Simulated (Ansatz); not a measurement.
**Ir: a changed input and its effect**

System: Ir (P6₃/mmc, 4 atoms in the cell).
Method of the first run: DFT, r2SCAN, plane waves (500 eV) with PAW, scalar-relativistic, spin-polarised (Ansatz 0.2.0).

Text and figures count atoms from 1; the logs count them from 0 in places.

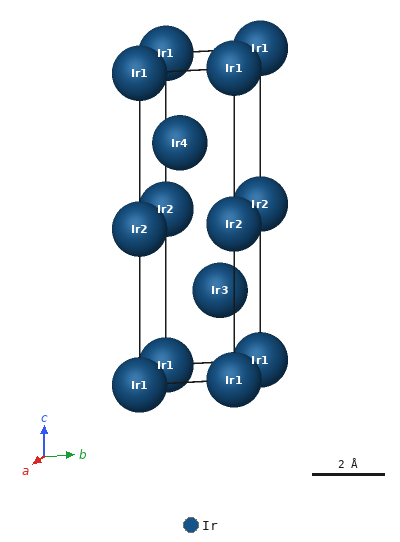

Fig. 1: The structure as given in the input (spheres-only view of the cell of the calculation, seen slightly off an axis; atoms are numbered from 1 in the order of the input).

Input file, the first run:
```yaml
crystal:
  lattice:
    - [2.7187297086, 0.0, 0.0]
    - [-1.3593648543, 2.3544889937, 0.0]
    - [0.0, 0.0, 8.8934706452]
  atoms:
    - { symbol: Ir, position: [0.0, 0.0, 1.0], spin: 1.0 }
    - { symbol: Ir, position: [1.0, 0.0, 0.5], spin: 1.0 }
    - { symbol: Ir, position: [0.3333333333, 0.6666666667, 0.25], spin: 1.0 }
    - { symbol: Ir, position: [0.6666666667, 0.3333333333, 0.75], spin: 1.0 }
hamiltonian:
  xc: r2scan
  pseudopotentials:
    kind: paw
    azcp:
      Ir: "pseudopotentials/Ir.paw.azcp"
basis:
  ecutwfc: 500
  fft_grid_basis: typed
kpoints:
  mp_grid: { grid: [17, 17, 5], shift: [0, 0, 0] }
magnetization:
  spin_polarized: true
scf:
  occupations: { method: fermi_dirac, width: 0.05 }
output:
  write_density: true
  write_potential: true
  elf: true
  volumetric_format: npy
```

Hardware: 2 threads of an x86-64 CPU, shared host.

Output, shortened to warnings, some set-up lines, iterations and results (the first run):
```
WARN: the starting moments were not kept: the SCF closed with an absolute magnetisation of 1.0e-5 μB, where they sum to 4 μB in size (4 sites). That is at most 0.1 of that sum. Measured as dr2_m measures the in/out step, that magnetisation stands 1.5e-11 eV from none, at or under the dr2_threshold of 1.0e-7 eV: it is no larger than a step whose dr2_m would equal this threshold. The system may …
Basis set: ecut = 500 eV, 1389 PW (Γ), exchange–correlation on 80×80×288 points (64 copies of the dense FFT grid, shifted against one another)
Symmetry: 24 space group operations
k-points: 99 of 1445
Initial density: superposition of atomic densities (chi_scale 0.1, normalization cell)
[...]
SCF iter   1: F=—  HF=-47793.686600 eV  |F-HF|=—  |Δ(HF+E_count)|=         —  Δρ=3.62e-2 (↑3.62e-2 ↓2.45e-2)  dr2=1.09e0  dr2_τ=4.55e-2  dr2_m=1.84e-1  M=2.144 μB ∫|m|=2.208 …
SCF iter   2: F=—  HF=-47793.612071 eV  |F-HF|=—  |Δ(HF+E_count)|=   7.45e-2  Δρ=2.05e-2 (↑2.05e-2 ↓1.41e-2)  dr2=3.37e-1  dr2_τ=9.91e-3  dr2_m=4.41e-2  M=1.908 μB ∫|m|=1.996 …
SCF iter   3: F=—  HF=-47794.223743 eV  |F-HF|=—  |Δ(HF+E_count)|=   6.12e-1  Δρ=9.06e-3 (↑9.06e-3 ↓7.02e-3)  dr2=5.43e-2  dr2_τ=2.23e-3  dr2_m=6.77e-3  M=1.455 μB ∫|m|=1.597 …
SCF iter   4: F=—  HF=-47795.009902 eV  |F-HF|=—  |Δ(HF+E_count)|=         —  Δρ=2.46e-2 (↑2.46e-2 ↓2.29e-2)  dr2=1.21e-2  dr2_τ=5.47e-2  dr2_m=2.87e-1  M=-0.198 μB …
SCF iter   5: F=—  HF=-47794.738437 eV  |F-HF|=—  |Δ(HF+E_count)|=   2.71e-1  Δρ=3.50e-3 (↑3.50e-3 ↓2.00e-3)  dr2=5.90e-3  dr2_τ=1.07e-3  dr2_m=2.73e-3  M=-0.005 μB …
[... 9 lines ...]
SCF iter  15: F=—  HF=-47794.745419 eV  |F-HF|=—  |Δ(HF+E_count)|=   2.43e-8  Δρ=3.77e-6 (↑3.59e-6 ↓3.77e-6)  dr2=6.72e-9  dr2_τ=3.23e-10  dr2_m=3.42e-9  M=0.000 μB …
SCF iter  16: F=—  HF=-47794.745419 eV  |F-HF|=—  |Δ(HF+E_count)|=   1.61e-8  Δρ=1.54e-6 (↑1.31e-6 ↓1.54e-6)  dr2=7.02e-10  dr2_τ=3.97e-11  dr2_m=6.81e-10  M=0.000 μB …
SCF iter  17: F=—  HF=-47794.745419 eV  |F-HF|=—  |Δ(HF+E_count)|=   1.95e-9  Δρ=4.22e-7 (↑4.22e-7 ↓3.66e-7)  dr2=1.13e-10  dr2_τ=8.05e-12  dr2_m=3.34e-11  M=0.000 μB …
SCF iter  18: F=-47794.745419 eV  HF=-47794.745419 eV  |F-HF|=2.76e-10  |Δ(HF+E_count)|=  1.16e-10  Δρ=6.03e-7 (↑6.03e-7 ↓2.41e-7)  dr2=4.99e-10  dr2_τ=1.17e-11  …
SCF 1 converged in 18 iterations: F = -47794.745419 eV  dr2 = 4.99e-10
WARN: the starting moments were not kept: the SCF closed with an absolute magnetisation of 1.0e-5 μB, where they sum to 4 μB in size (4 sites). That is at most 0.1 of that sum. Measured as dr2_m measures the in/out step, that magnetisation stands 1.5e-11 eV from none, at or under the dr2_threshold …
this state was not tested for a lower state beside it, because the mixer in use, unlike msr1, does not test its closes by its own steps (another_mixer; see scf.mixing.algorithm and scf.lower_state_search)
SCF converged after 18 iterations
Magnetization: 0.0000 μB (34.0000 up, 34.0000 down)
Absolute magnetization: 0.0000 μB (∫|ρ↑−ρ↓|, with the PAW one-centre terms)
Spin contamination: 0.0000 ħ² per cell (⟨S²⟩ above its minimum at these occupations)
Per-site moments (μB) at R_I (Å): [(-1.814668761897628e-6, 1.1214760048043912), (-1.8146687618308093e-6, 1.1214760048043912), (2.2953685384513407e-6, 1.1214760048043912), (2.2953685385255103e-6, 1.1214760048043912)]
Free energy (F): -47794.745419 eV
Harris-Foulkes:  -47794.745419 eV  (|F-HF|=2.76e-10)
Internal energy: -47794.715904 eV  (E = F + TS)
E sigma→0 (E₀):  -47794.730661 eV
Entropy (-TS):   -0.029515 eV (-7.379 meV/atom)
Fermi energy:    25.406952 eV
--- Per-component energies (eV) ---
  E_band       = -413.690348
[...]
```

For the second run the input was changed thus:
```diff
-    - [2.7187297086, 0.0, 0.0]
-    - [-1.3593648543, 2.3544889937, 0.0]
-    - [0.0, 0.0, 8.8934706452]
+    - [2.7893774443, 0.0, 0.0]
+    - [-1.3946887222, 2.4156717275, 0.0]
+    - [0.0, 0.0, 9.1245725315]
+  stress: true
```

Predict how the results change.

With the same functional and potentials, the second run lies 92.1 meV per atom higher. The volume per atom goes from 14.23 to 15.37 Å³. The number of SCF iterations is the same. The plane waves at Γ go from 1389 to 1557.

Output, shortened to warnings, some set-up lines, iterations and results (the second run):
```
WARN: the starting moments were not kept: the SCF closed with an absolute magnetisation of 1.8e-5 μB, where they sum to 4 μB in size (4 sites). That is at most 0.1 of that sum. Measured as dr2_m measures the in/out step, that magnetisation stands 4.2e-11 eV from none, at or under the dr2_threshold of 1.0e-7 eV: it is no larger than a step whose dr2_m would equal this threshold. The system may …
Basis set: ecut = 500 eV, 1557 PW (Γ), exchange–correlation on 96×96×288 points (64 copies of the dense FFT grid, shifted against one another)
Symmetry: 24 space group operations
k-points: 99 of 1445
Initial density: superposition of atomic densities (chi_scale 0.1, normalization cell)
[...]
SCF iter   1: F=—  HF=-47793.552887 eV  |F-HF|=—  |Δ(HF+E_count)|=         —  Δρ=3.15e-2 (↑3.15e-2 ↓2.19e-2)  dr2=1.04e0  dr2_τ=3.34e-2  dr2_m=1.32e-1  M=2.355 μB ∫|m|=2.420 …
SCF iter   2: F=—  HF=-47793.489838 eV  |F-HF|=—  |Δ(HF+E_count)|=   6.30e-2  Δρ=1.76e-2 (↑1.76e-2 ↓1.27e-2)  dr2=3.23e-1  dr2_τ=8.64e-3  dr2_m=2.49e-2  M=2.103 μB ∫|m|=2.211 …
SCF iter   3: F=—  HF=-47793.938009 eV  |F-HF|=—  |Δ(HF+E_count)|=   4.48e-1  Δρ=8.32e-3 (↑8.32e-3 ↓6.66e-3)  dr2=5.52e-2  dr2_τ=1.59e-3  dr2_m=4.73e-3  M=1.689 μB ∫|m|=1.855 …
SCF iter   4: F=—  HF=-47794.696573 eV  |F-HF|=—  |Δ(HF+E_count)|=         —  Δρ=2.64e-2 (↑2.64e-2 ↓2.50e-2)  dr2=1.27e-2  dr2_τ=6.91e-2  dr2_m=3.63e-1  M=-0.175 μB …
SCF iter   5: F=—  HF=-47794.367148 eV  |F-HF|=—  |Δ(HF+E_count)|=   3.29e-1  Δρ=2.21e-3 (↑2.21e-3 ↓2.11e-3)  dr2=5.65e-4  dr2_τ=9.21e-4  dr2_m=2.36e-3  M=0.036 μB ∫|m|=0.090 …
[... 9 lines ...]
SCF iter  15: F=—  HF=-47794.377184 eV  |F-HF|=—  |Δ(HF+E_count)|=   1.78e-7  Δρ=3.36e-6 (↑2.47e-6 ↓3.36e-6)  dr2=5.13e-9  dr2_τ=4.74e-10  dr2_m=2.56e-9  M=0.000 μB …
SCF iter  16: F=—  HF=-47794.377184 eV  |F-HF|=—  |Δ(HF+E_count)|=   5.93e-8  Δρ=1.70e-6 (↑1.02e-6 ↓1.70e-6)  dr2=1.70e-9  dr2_τ=9.75e-11  dr2_m=4.53e-10  M=0.000 μB …
SCF iter  17: F=—  HF=-47794.377184 eV  |F-HF|=—  |Δ(HF+E_count)|=   1.60e-8  Δρ=1.35e-6 (↑9.68e-7 ↓1.35e-6)  dr2=1.49e-9  dr2_τ=6.87e-11  dr2_m=2.28e-10  M=0.000 μB …
SCF iter  18: F=-47794.377184 eV  HF=-47794.377184 eV  |F-HF|=1.38e-10  |Δ(HF+E_count)|=  5.53e-10  Δρ=6.72e-7 (↑6.02e-7 ↓6.72e-7)  dr2=5.43e-10  dr2_τ=2.32e-11  …
SCF 1 converged in 18 iterations: F = -47794.377184 eV  dr2 = 5.43e-10
WARN: the starting moments were not kept: the SCF closed with an absolute magnetisation of 1.8e-5 μB, where they sum to 4 μB in size (4 sites). That is at most 0.1 of that sum. Measured as dr2_m measures the in/out step, that magnetisation stands 4.2e-11 eV from none, at or under the dr2_threshold …
this state was not tested for a lower state beside it, because the mixer in use, unlike msr1, does not test its closes by its own steps (another_mixer; see scf.mixing.algorithm and scf.lower_state_search)
SCF converged after 18 iterations
Magnetization: -0.0000 μB (34.0000 up, 34.0000 down)
Absolute magnetization: 0.0000 μB (∫|ρ↑−ρ↓|, with the PAW one-centre terms)
Spin contamination: 0.0000 ħ² per cell (⟨S²⟩ above its minimum at these occupations)
Per-site moments (μB) at R_I (Å): [(9.198058604961813e-7, 1.150618195772056), (9.198058606112721e-7, 1.150618195772056), (-6.2542771739888005e-6, 1.150618195772056), (-6.254277173969667e-6, 1.150618195772056)]
Free energy (F): -47794.377184 eV
Harris-Foulkes:  -47794.377184 eV  (|F-HF|=1.38e-10)
Internal energy: -47794.341940 eV  (E = F + TS)
E sigma→0 (E₀):  -47794.359562 eV
Entropy (-TS):   -0.035244 eV (-8.811 meV/atom)
Fermi energy:    23.012797 eV
--- Per-component energies (eV) ---
  E_band       = -552.682338
[...]
```

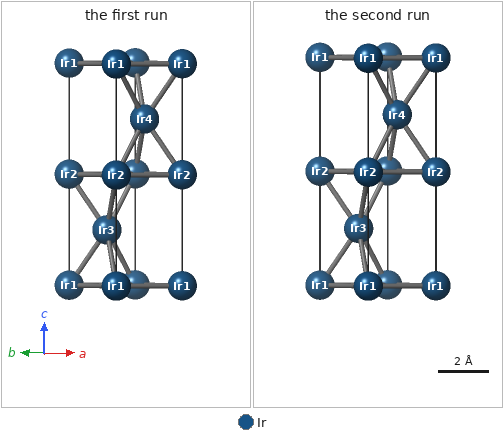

Fig. 2: The two input geometries at one scale (ball-and-stick view of the cell of the calculation, seen at an oblique angle). The atoms keep their places relative to the cell (all moves are under 0.005 Å). The volume changes by +8.0 %, with a = b 2.719 → 2.789 Å (+2.6 %), c 8.893 → 9.125 Å (+2.6 %). Among the contacts that change: Ir1–Ir1 2.719 → 2.789 Å.

The two runs side by side:

| quantity | the first run | the second run |
| --- | --- | --- |
| outcome | converged | converged |
| free energy per atom (eV) | −11948.6864 | −11948.5943 |
| energy per atom, smearing taken to zero (eV) | −11948.6827 | −11948.5899 |
| net moment of the cell (μB) | 0.00 | 0.00 |
| absolute moment of the cell (μB) | 0.00 | 0.00 |
| volume per atom (Å³) | 14.23 | 15.37 |
| SCF iterations | 18 | 18 |
| irreducible k-points | 99 | 99 |
| plane waves at Γ | 1389 | 1557 |
| pressure (GPa) | – | −23.84 |
| wall time (shared host) | 25 s | 30 s |

For both runs: Warnings: some starting moments were not kept; the state was not tested for a lower one. Spin–orbit coupling is left out, which matters for Ir. For the second run: The cell is under a tension of 24 GPa at this level, so it is not at its equilibrium volume.
